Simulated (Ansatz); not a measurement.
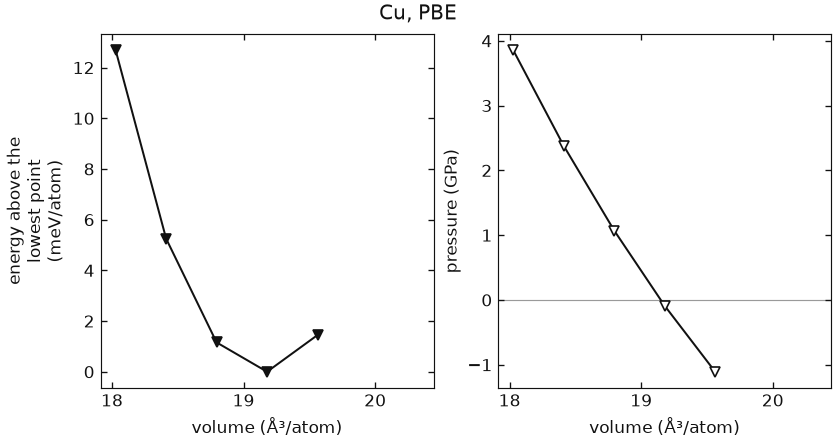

The picture above shows the energy above the lowest point and pressure against volume for Cu, space group Fd-3m (No. 227) (one of a set of cubic test structures, which need not be the stable phase).

Method: equation of state of a cubic crystal from periodic Kohn-Sham density functional theory without spin, third-order Birch-Murnaghan fit to the free energies; pressure corrected for the finite basis (Ansatz 0.2.0 development build). Level: PBE.

structure type diamond; atoms in cell 2; space group number 227; lattice centring face-centred primitive; k mesh 18×18×18; occupation method Fermi–Dirac; occupation width 0.06123 eV; wave cutoff 420 eV; datasets soft-1 PAW; density tolerance 1e−07 eV; bands 23; density cutoff ratio 4; search for lower states default.

The points at volume 19.95 Å³/atom and 20.33 Å³/atom are left out of the plot. What values does the calculation give there?

```csv
volume (Å³/atom),energy above the lowest point (meV/atom),pressure (GPa)
19.95,5.2,-2.012
20.33,11.0,-2.811
```

Limits of the calculation: cubic model structure, not the ambient form.
